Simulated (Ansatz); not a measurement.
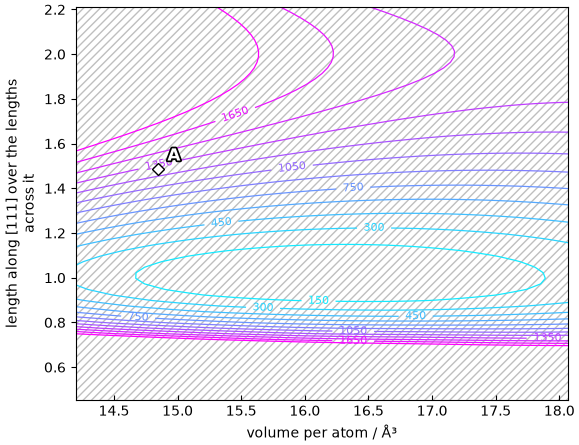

W (Im-3m, No. 229; 1 atom in the cell). 
- The energy is mapped over volume and the cell's shape.
- Coordinates scanned: (1) volume per atom; (2) length along [111] over the lengths across it, relative to the cubic cell.
- Nothing is relaxed (symmetry fixes all fractional coordinates).
- The scan uses a 7 × 9 grid. At 5 points there is no value (left out of the scan, as a rule where atoms come close).
- Points are written as (first, second).
- All energies are given in meV/atom relative to the lowest grid point.
- Theory: Ansatz 0.2.0, DFT PBE, scalar-relativistic, plane waves, PAW. Settings: cutoff 420 eV, k-mesh 22×22×22, gaussian smearing 0.15 eV, no spin polarisation.

In the figure: contour lines labelled in meV/atom (none above 1800), hatched blanks where no value was computed, the point A. Between grid points the surface is interpolated.

Which way does the force act at A, and how strong is it?

A, at (14.84 Å³, 1.487), is not a stationary point. The computed force is 340 meV/atom for each Å³ towards larger values of volume per atom and 2900 meV/atom for each unit towards smaller values of the second coordinate.

PAW datasets: the set soft_1.
